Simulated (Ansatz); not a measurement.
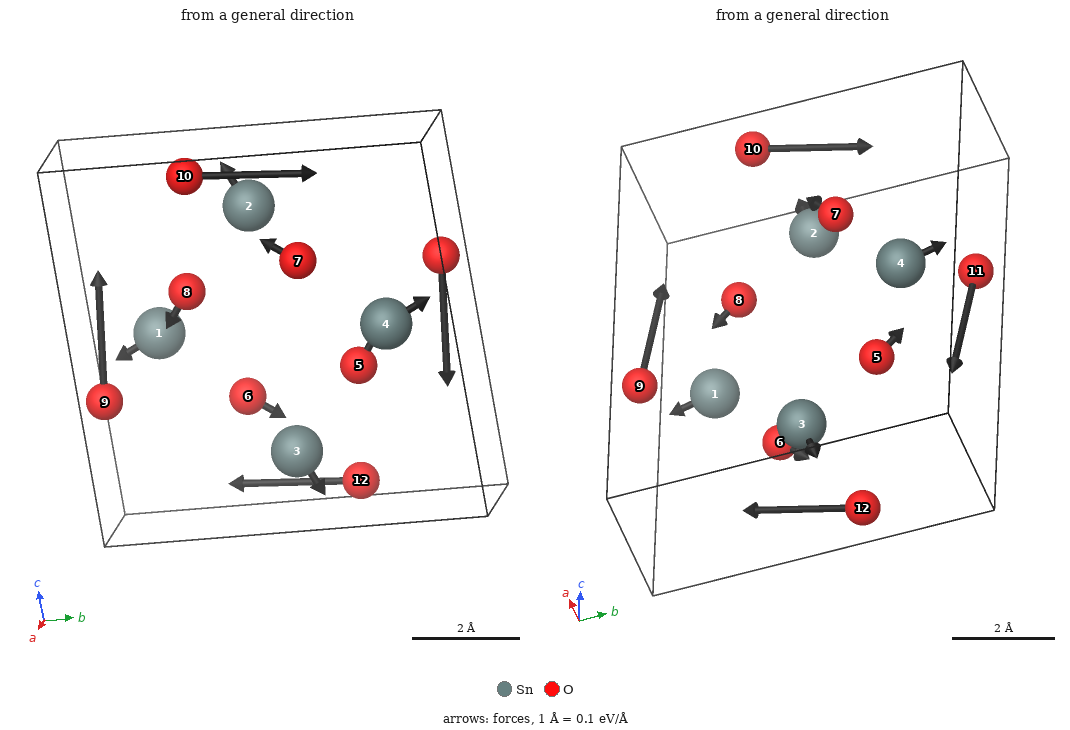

Structure drawing (spheres-only), viewed from two general directions. The box is the cell (the run's own, in a reduced setting); atoms on or close to its faces, edges and corners are drawn wherever they repeat. The arrows are the computed forces on the atoms.

System: SnO2. All computed values are from DFT, PBE0, plane waves, PAW in Ansatz 0.2.0. Settings: a plane-wave cutoff of 420 eV, k-points about 0.34 Å⁻¹ apart, no spin polarisation.

Question: Are the forces small enough to call this converged?

Answer: No. The atoms still feel forces of up to about 0.22 eV/Å, far above a usual threshold of 0.01 to 0.03 eV/Å.

Question: On which atom is the force largest?

Answer: O9, O10, O11 and O12, about 0.22 eV/Å.

Starting structure: a structure listed in the Materials Project. Earlier steps of the study, as a rule a relaxation of our own, may have changed the cell and positions, so they can lie some per cent off the listed ones. Ansatz was used for an electronic-structure calculation on it.
